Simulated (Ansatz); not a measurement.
**Geometry relaxation, with input and output: Mo5Si (part 2 of 2)**

The same run, continued: Mo5Si (slab, 6 atoms in the cell); DFT PBE, scalar-relativistic, plane waves, PAW, no spin polarisation (Ansatz 0.2.0); cutoff 420 eV, 9×9×1 k-mesh, Gaussian smearing of 0.1 eV. The structure derives from an entry of the Crystallography Open Database. The input holds or restrains some coordinates. Forces given for the steps count only the free coordinates.

Geometry of the input (Å; fractional positions):
```
3.1604  0.0000  0.0000
0.0000  3.1604  0.0000
0.0000  0.0000  25.3209
Mo 0.5000  0.5000  0.3357
Mo 0.0000  0.0000  0.3981
Mo 0.5000  0.5000  0.4589
Mo 0.0000  0.0000  0.5239
Mo 0.5000  0.5000  0.5787
Si 0.0000  0.5000  0.6632
```

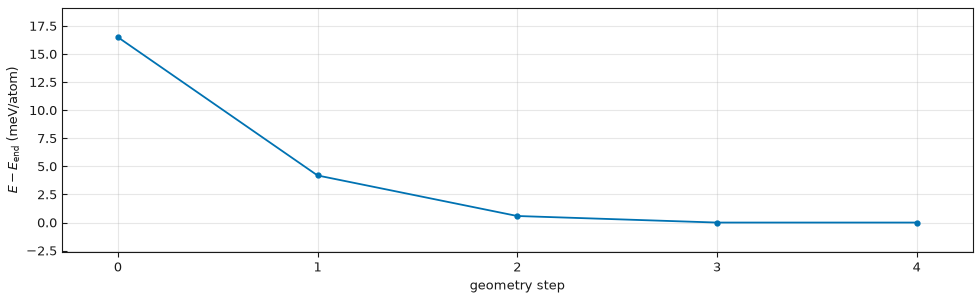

*Progress of the restrained relaxation, step by step (the first geometry is step 0 here and step 1 in the log).*

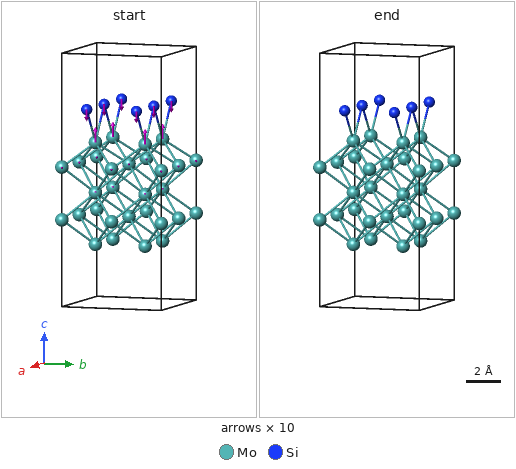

*Before (left) and after (right) the restrained relaxation, at one scale (ball-and-stick view of the 2 × 2 repeat of the cell, with the vacuum cut short, seen slightly off an axis). The pink arrows give the displacements, magnified 10 times.*

After 4 geometry steps the energy has fallen by 16.5 meV per atom. The largest force component goes from 1.5 to 0.026 eV/Å. The largest move is that of Mo5, 0.094 Å. By element the largest moves are Mo 0.094 Å, Si 0.072 Å. The cell doesn't change. Among the contacts that change: Mo5–Si6 2.660 → 2.529 Å, Mo4–Mo5 2.631 → 2.689 Å, Mo3–Mo4 2.775 → 2.761 Å, Mo2–Mo3 2.714 → 2.719 Å. Among the angles that change: Si6–Mo5–Si6 72.9° → 77.3°, Mo5–Si6–Mo5 72.9° → 77.3°, Mo4–Mo5–Mo4 116.3° → 112.4°. (Atoms are counted from 1 in the order of the input.)

```
WARN: The output density's exchange-correlation potential varies sharply where the density is thin. Do not read a vacuum level from v_tot or v_xc, or from such a field of the output density. On a cell that repeats whose density bears no net charge and no dipole along the vacuum's axis use v_es (v_loc + v_h of the components); under efield.dipole_correction with no amplitude use v_es + v_field, which holds any external_charges[].barrier, or the levels of the report's work_function block, which leave it out; under a non-zero efield.amplitude the vacuum is tilted and has no level; on a cell that repeats and bears such a dipole with no correction it is tilted too, and efield.dipole_correction with no amplitude gives each side of its ramp a level where efield: is served; in a cell that repeats whose density bears a net charge (total_charge, or a fill off its count) it is curved and has none; of a slab under crystal.periodic whose density bears no net charge use v_es, which has a level on each side, short of where the two are joined; of another it falls or rises all the way out and has none; of a slab beside external_charges read slab_vacuum_level instead, which it has where they leave it neutral. The grid or the basis barely resolves most such structure, and the values can differ between equally converged runs; as a rule a tighter scf.convergence.dr2_threshold does not remove it. Where the density itself ripples (under the LDA too) a higher basis.ecutwfc lessens it. The files hold the spikes' plane waves up to the density's cutoff. Files: v_tot_of_output_density and the like, and their columns of v_z.tsv (output.write_potential); v_xc_of_output_density and the like, and their columns of v_comp_z.tsv (output.write_potential_components). Measured: with its Gaussian average of σ = 0.25 Å subtracted twice, the exchange-correlation potential is over 0.1 eV at 4 of the grid points where the equally averaged density (valence and model cores) is under 1e-3 e/Å³, and 0.126 eV at the most among them, at an averaged density of 6.1e-9 e/Å³. The input density's (outcome.potential() and, of a run that writes arrays, v_tot and v_xc) is over 0.1 eV, so measured, at 1 points of its own thin density, 0.106 eV at the most. See output.write_potential in the manual, Limitations
SCF converged after 3 iterations
Free energy (F): -25411.807826 eV
Harris-Foulkes:  -25411.807826 eV  (|F-HF|=3.85e-8)
Internal energy: -25411.769450 eV  (E = F + TS)
E sigma→0 (E₀):  -25411.788638 eV
Entropy (-TS):   -0.038375 eV (-6.396 meV/atom)
Fermi energy:    4.266899 eV
Dipole field:    D = -0.040893 V/Å  (p = -0.057155 e·Å, saw-weighted, corrected)
Work function:   Φ+ = 5.0317 eV   Φ− = 3.9962 eV
Levels:          The Fermi level and band energies are counted from a zero that moves with the ramp; work functions are not
--- Per-component energies (eV) ---
  E_band       = -1430.432863
  E_kinetic    = 2233.947788
  E_local      = -96298.829655  (includes V_loc(G=0)·N_el)
  E_nonlocal   = 742.317383
  E_hartree    = 46899.642239
  E_xc         = -966.208892
  E_vxc        = -1182.967601  (∫ρ·V_xc dr)
  E_paw        = -16518.676627  (= ΣΔE_a)
  E_vpaw       = -722.010183  (= ΣTr[D̂ρ^β])
  E_aug_tail   = 0.000217  (compensation charges beyond the density's cutoff)
  E_efield     = 0.001169  (sawtooth field / dipole correction)
  E_vefield    = -2.208206  (∫n·V_field dr)
  E_ewald      = 38496.036928
  E_smearing   = -0.038375  (= −TS)
  E_closure    = -0.000000  (closes the sum)
  Σ components = -25411.807826   (vs F -25411.807826, Δ=0.00e0)
--- Forces (eV/Å), atoms counted from 1 ---
  atom   1  Mo     0.00000000     0.00000000     1.21300450
  atom   2  Mo     0.00000000     0.00000000    -1.17518544
  atom   3  Mo     0.00000000     0.00000000    -0.02573581
  atom   4  Mo     0.00000000     0.00000000    -0.01462161
  atom   5  Mo     0.00000000     0.00000000    -0.00006815
  atom   6  Si     0.00000000     0.00000000     0.00261852
  max |Σ_I F_I| component: 1.20e-5 eV/Å
--- Band table (eV; the first three rows and the last of 25) ---
  k-point 0: bands = ["-56.9166", "-56.6888", "-56.5740", "-56.4740", "-56.1963", "-31.1461", "-31.0809", "-31.0801", "-30.9501", "-30.7564", "-30.7546", "-30.7420", "-30.5385", "-30.5363", "-30.4166", "-30.2638", "-30.2589", "-30.1634", "-30.0499", "-30.0452", "-4.4265", "-2.0961", "-0.6652", "-0.5029", "-0.4163", "0.3516", "0.7209", "0.8065", "1.9816", "3.0476", "3.0665", "3.2990", "3.3138", "3.4708", "3.5651", "3.9590", "4.1779", "4.1874", "4.2047", "4.2276", "5.3035", "5.4242", "5.4980", "5.5392", "6.3307"]
  k-point 1: bands = ["-56.9055", "-56.6833", "-56.5715", "-56.4792", "-56.1994", "-31.1774", "-31.1551", "-31.0565", "-30.9109", "-30.8438", "-30.7405", "-30.6660", "-30.6099", "-30.5345", "-30.3599", "-30.2998", "-30.2742", "-30.1438", "-30.0662", "-30.0610", "-4.2717", "-1.8616", "-0.4999", "-0.3565", "-0.2453", "0.3901", "0.7851", "0.9496", "2.0661", "2.7597", "2.8095", "2.9331", "3.4800", "3.5314", "3.6433", "3.6789", "3.8009", "4.2990", "4.6651", "4.8221", "4.8744", "5.1559", "5.6497", "6.1402", "6.1861"]
  k-point 2: bands = ["-56.8753", "-56.6700", "-56.5648", "-56.4935", "-56.2076", "-31.2885", "-31.2516", "-30.9875", "-30.9275", "-30.9027", "-30.6978", "-30.6786", "-30.6313", "-30.5315", "-30.3627", "-30.3182", "-30.2965", "-30.1227", "-30.1110", "-30.0853", "-3.8306", "-1.2432", "-0.2416", "-0.1345", "0.3261", "0.4723", "0.6437", "1.6132", "2.1961", "2.2195", "2.6754", "2.9418", "3.2147", "3.3088", "3.3859", "3.4867", "4.0167", "4.5557", "4.7149", "4.9962", "5.1042", "5.2567", "5.3571", "5.6779", "6.2191"]
  k-point 24: bands = ["-56.7815", "-56.6335", "-56.5294", "-56.5102", "-56.2069", "-31.4582", "-31.4438", "-31.1176", "-31.0708", "-30.8815", "-30.8635", "-30.7482", "-30.6542", "-30.6260", "-30.6034", "-30.3502", "-30.3407", "-30.3194", "-30.1255", "-30.1192", "-1.0311", "-0.2620", "-0.1959", "0.8148", "1.0249", "1.1209", "1.2561", "1.4851", "1.5761", "2.0697", "2.2334", "2.2934", "2.8579", "3.4100", "3.7323", "4.3580", "5.1018", "5.5141", "5.6804", "5.8217", "6.1513", "6.1875", "6.5804", "6.6069", "6.6564"]
--- Relaxed structure (5 steps of the walk, 5 accepted, 0 SCFs on fresh bases) ---
  F+E_penalty+E_count = -25411.80782582 eV   max|allowed force component| = 2.574e-2 eV/Å
  atoms:
    - { symbol: Mo, position: [0.5, 0.5, 0.3356912984] }
    - { symbol: Mo, position: [0.0, 0.0, 0.3980991023] }
    - { symbol: Mo, position: [0.5, 0.5, 0.4592673596283569] }
    - { symbol: Mo, position: [0.0, 0.0, 0.5233244667883945] }
    - { symbol: Mo, position: [0.5, 0.5, 0.5823817105694835] }
    - { symbol: Si, position: [0.0, 0.5, 0.660360516126692] }
```

Trajectory as extended XYZ (Å, eV, eV/Å), 5 frames, from step=1 to step=5
```
6
Lattice="3.1604 0.0000 0.0000 0.0000 3.1604 0.0000 0.0000 0.0000 25.3209" Properties=species:S:1:pos:R:3:forces:R:3 step=1 energy=-25411.70880
Mo    1.5802    1.5802    8.5000    0.0000   0.0000   1.1294
Mo    0.0000    0.0000   10.0802    0.0000   0.0000  -1.1238
Mo    1.5802    1.5802   11.6195    0.0000   0.0000  -0.1101
Mo    0.0000    0.0000   13.2644    0.0000   0.0000  -0.6918
Mo    1.5802    1.5802   14.6528    0.0000   0.0000   1.4730
Si    0.0000    1.5802   16.7928    0.0000   0.0000  -0.6767
6
Lattice="3.1604 0.0000 0.0000 0.0000 3.1604 0.0000 0.0000 0.0000 25.3209" Properties=species:S:1:pos:R:3:forces:R:3 step=2 energy=-25411.78266
Mo    1.5802    1.5802    8.5000    0.0000   0.0000   1.2028
Mo    0.0000    0.0000   10.0802    0.0000   0.0000  -1.2554
Mo    1.5802    1.5802   11.6123    0.0000   0.0000   0.5304
Mo    0.0000    0.0000   13.2697    0.0000   0.0000   0.0546
Mo    1.5802    1.5802   14.8236    0.0000   0.0000  -0.4375
Si    0.0000    1.5802   16.8015    0.0000   0.0000  -0.0938
6
Lattice="3.1604 0.0000 0.0000 0.0000 3.1604 0.0000 0.0000 0.0000 25.3209" Properties=species:S:1:pos:R:3:forces:R:3 step=3 energy=-25411.80432
Mo    1.5802    1.5802    8.5000    0.0000   0.0000   1.1873
Mo    0.0000    0.0000   10.0802    0.0000   0.0000  -1.2848
Mo    1.5802    1.5802   11.6235    0.0000   0.0000  -0.1388
Mo    0.0000    0.0000   13.2251    0.0000   0.0000   0.1439
Mo    1.5802    1.5802   14.7201    0.0000   0.0000  -0.0204
Si    0.0000    1.5802   16.6764    0.0000   0.0000   0.1125
6
Lattice="3.1604 0.0000 0.0000 0.0000 3.1604 0.0000 0.0000 0.0000 25.3209" Properties=species:S:1:pos:R:3:forces:R:3 step=4 energy=-25411.80782
Mo    1.5802    1.5802    8.5000    0.0000   0.0000   1.2129
Mo    0.0000    0.0000   10.0802    0.0000   0.0000  -1.1753
Mo    1.5802    1.5802   11.6291    0.0000   0.0000  -0.0257
Mo    0.0000    0.0000   13.2510    0.0000   0.0000  -0.0147
Mo    1.5802    1.5802   14.7464    0.0000   0.0000   0.0000
Si    0.0000    1.5802   16.7209    0.0000   0.0000   0.0027
6
Lattice="3.1604 0.0000 0.0000 0.0000 3.1604 0.0000 0.0000 0.0000 25.3209" Properties=species:S:1:pos:R:3:forces:R:3 step=5 energy=-25411.80783
Mo    1.5802    1.5802    8.5000    0.0000   0.0000   1.2130
Mo    0.0000    0.0000   10.0802    0.0000   0.0000  -1.1752
Mo    1.5802    1.5802   11.6291    0.0000   0.0000  -0.0257
Mo    0.0000    0.0000   13.2510    0.0000   0.0000  -0.0146
Mo    1.5802    1.5802   14.7464    0.0000   0.0000  -0.0001
Si    0.0000    1.5802   16.7209    0.0000   0.0000   0.0026
```

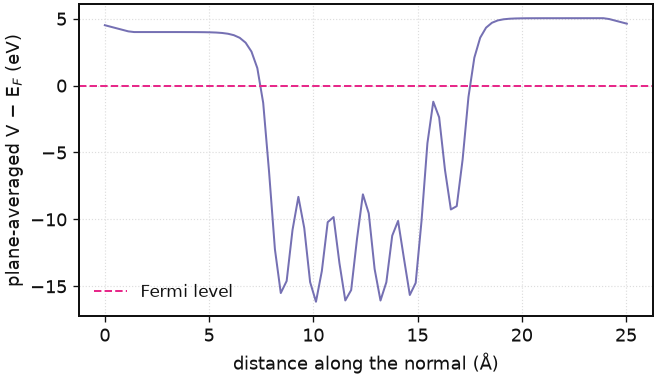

*Plane average of the electrostatic potential energy of an electron across the cell, from the Fermi level.*

The vacuum level lies 5.03 eV above the Fermi level on the upper side and 4.00 eV on the lower.

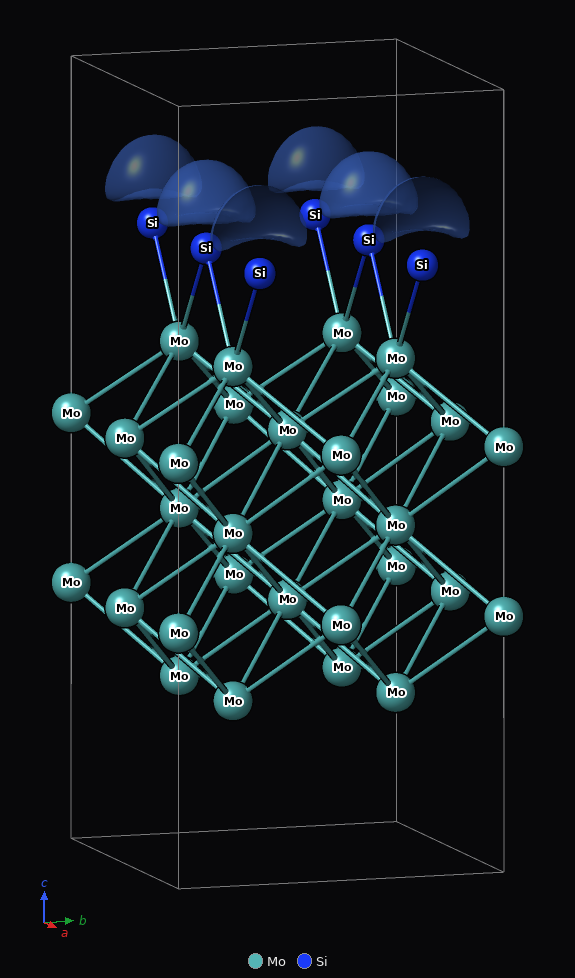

*Isosurface of the ELF at 0.85 (blue), seen slightly off an axis. Core shells and regions of very low density are left out. Sticks mark near contacts.*

Along the contacts the grid gives the following. Si–Mo (2.53 Å): the ELF is about 0.45 at the midpoint. Mo–Mo (2.69 Å): the ELF is about 0.35 at the midpoint (no localised pair between them). The fields are those of the smooth PAW valence density.

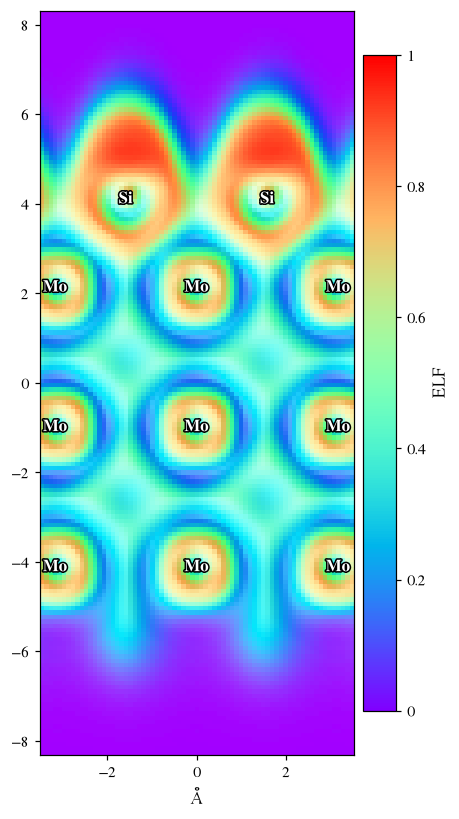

*ELF on the (010) plane of the calculation cell, a cut from vacuum to vacuum.*

Si–Mo (2.53 Å): the ELF is about 0.45 at the midpoint. The strong features right at Mo lie inside the PAW spheres (semicore, d or f shells) and say nothing about bonding.

Summary

- outcome: converged under the restraints of the input
- electrons treated: 74
- free energy: −25411.8078 eV
- work function, top face: 5.03 eV
- work function, bottom face: 4.00 eV
- Fermi energy: 4.267 eV
- gap on the k-point mesh: none (metallic)
- final volume: 252.91 Å³
- work function (upper face): 5.03 eV
- largest force (length of the vector) at the end, held atoms and coordinates included: 1.213 eV/Å
- wall time: 2.7 min
- peak memory: 0.54 GiB

Notes

The program warns: the exchange-correlation potential is rough where the density is thin.
